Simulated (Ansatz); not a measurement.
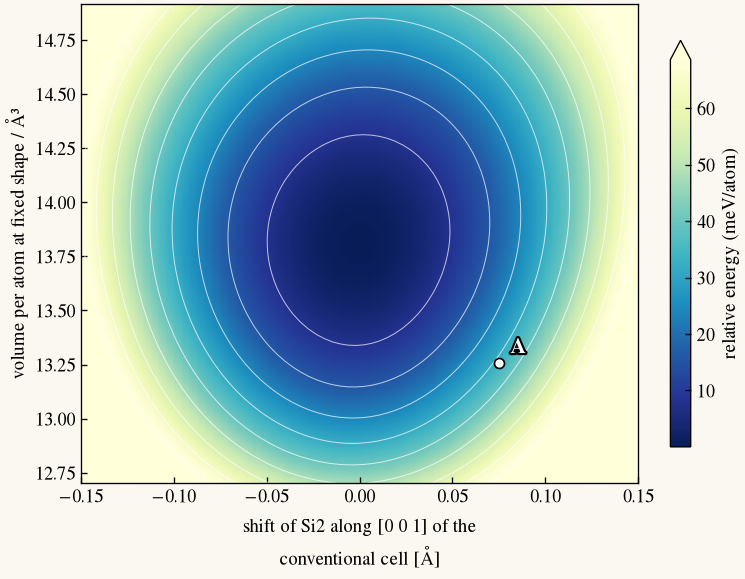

TiSi₂ (Immm, No. 71; 3 atoms in the cell). The energy is mapped over a free internal coordinate and the cell. First axis: shift of Si2 along [0 0 1] of the conventional cell, Cartesian (0 0 1), its symmetry partners moved as symmetry demands (measured in the relaxed cell). Second axis: volume per atom at fixed shape. Nothing is relaxed (all other coordinates fixed). The grid has 5 × 5 points. Points are written as (first, second). All energies are given in meV/atom relative to the lowest grid point. Level of theory: Ansatz 0.2.0, DFT PBEsol, scalar-relativistic, plane waves, PAW. Settings: cutoff 520 eV, k-mesh 18×18×18, gaussian smearing 0.15 eV, no spin polarisation.

Drawn: a smooth colour map with a few white contour lines, one colour for all values above the top of the scale, the point A. Between grid points the surface is interpolated.

> Which way does the force act at A, and how strong is it?

A, at (0.075 Å, 13.26 Å³), is not a stationary point. The computed force is 580 meV/atom for each Å towards smaller values of the first coordinate and 49 meV/atom for each Å³ towards larger values of volume per atom at fixed shape.

PAW datasets: the set soft_1.
